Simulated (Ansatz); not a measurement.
System: Mg, space group Fm-3m (No. 225) (one of a set of cubic test structures, which need not be the stable phase).

Computed with Ansatz 0.2.0 development build: equation of state of a cubic crystal from periodic Kohn-Sham density functional theory without spin, third-order Birch-Murnaghan fit to the free energies; pressure corrected for the finite basis. Level: PBE.

| setting | value |
| --- | --- |
| structure type | fcc |
| atoms in cell | 1 |
| space group number | 225 |
| lattice centring | face-centred primitive |
| k mesh | 41×41×41 |
| occupation method | Fermi–Dirac |
| occupation width | 0.06123 eV |
| wave cutoff | 420 eV |
| datasets | soft-1 PAW |
| density tolerance | 1e−07 eV |
| bands | 9 |
| density cutoff ratio | 4 |
| search for lower states | default |

Describe the result: the energy above the lowest point and pressure against volume. The volume takes the values 21.73, 22.19, 22.65, 23.12, 23.58, 24.04, 24.50 Å³/atom.

A third-order Birch–Murnaghan fit gives V0 = 23.13 Å³/atom, B0 = 35.1 GPa and B′ = 4.0. The energy above the lowest point is 10.4 meV/atom at volume 21.73 Å³/atom and 8.1 meV/atom at 24.50 Å³/atom; the lowest computed point is at volume 23.12 Å³/atom (0.0 meV/atom), in a single well. The pressure falls from 2.491 GPa at volume 21.73 Å³/atom to −1.802 GPa at 24.50 Å³/atom, and changes sign near 23.14 Å³/atom.

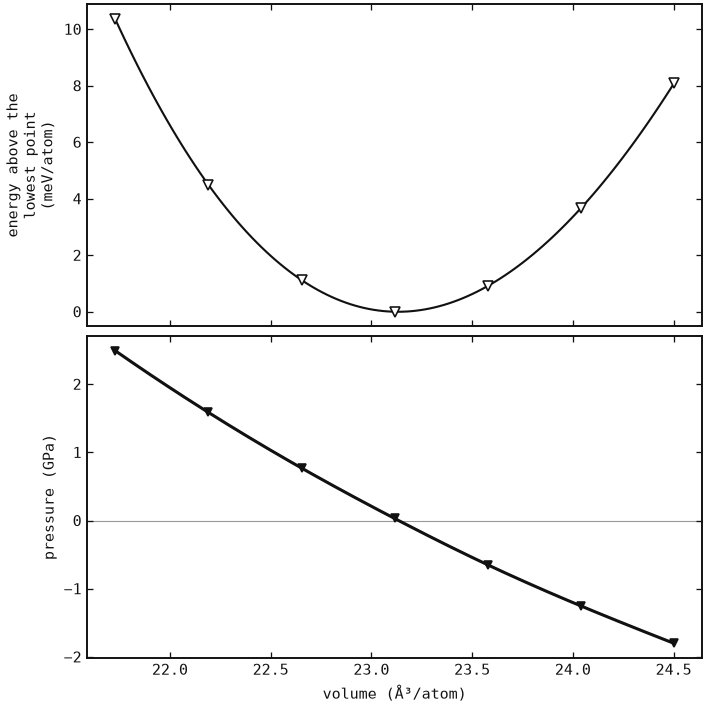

Keep in mind: cubic model structure, not the ambient form.
